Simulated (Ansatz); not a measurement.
Consider Ge13H7 (amorphous cell).

```
CELL_PARAMETERS angstrom
7.01521 -0.34877 0.78142
-0.37156 7.10150 0.49254
0.78096 0.46170 8.15593
ATOMIC_POSITIONS crystal
H 0.95931 0.26500 0.94567
H 0.61859 0.02691 0.98266
H 0.98792 0.89115 0.98149
H 0.66270 0.02975 0.70588
H 0.09048 0.58994 0.81727
H 0.30525 0.08786 0.90939
H 0.89001 0.85660 0.03831
Ge 0.94917 0.40484 0.78703
Ge 0.41768 0.08868 0.05514
Ge 0.15508 0.31541 0.53262
Ge 0.13537 0.51826 0.25735
Ge 0.56062 0.76023 0.41068
Ge 0.74986 0.86140 0.62333
Ge 0.63343 0.54551 0.80843
Ge 0.26908 0.84749 0.29901
Ge 0.72682 0.48352 0.29443
Ge 0.10621 0.95879 0.55729
Ge 0.49059 0.40769 0.57680
Ge 0.46849 0.42350 0.11195
Ge 0.31471 0.75828 0.72590
```

Computed without spin polarisation.

Computed with Ansatz, DFT PBE, scalar-relativistic, plane waves, PAW.

Q: Predict the valence pseudo-density and electron localisation function between the atoms.

A: Ge–H (1.55 Å): the density is about 1 e/Å³ at the midpoint; the ELF climbs to about 1 towards the hydrogen.

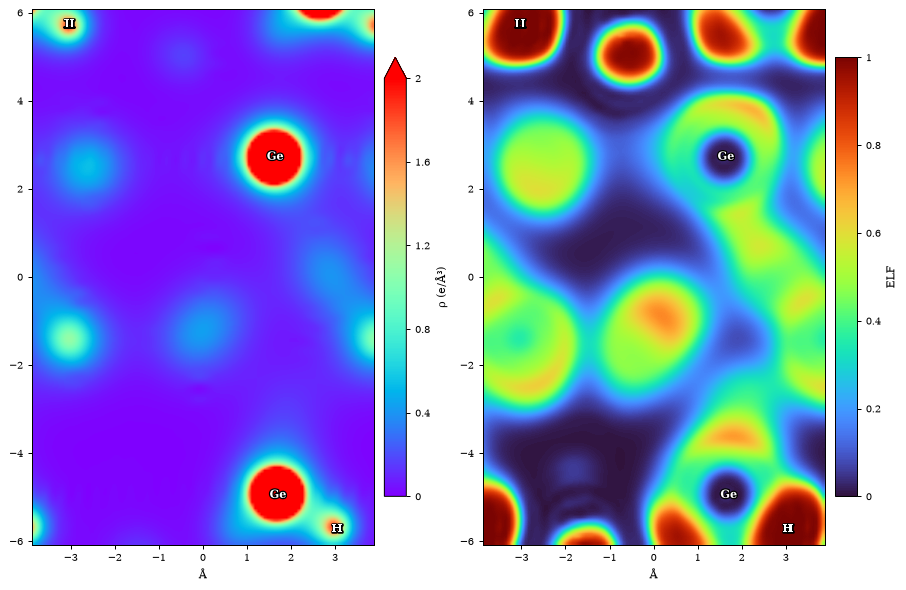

Computed valence pseudo-density and electron localisation function on the (011̄) plane of the calculation cell, in this order. Atoms just off the plane (Ge, 0.7 Å away) can leave unmarked features too.

The density is the valence pseudo-density of a PAW calculation; it isn't the true density close to the nuclei.
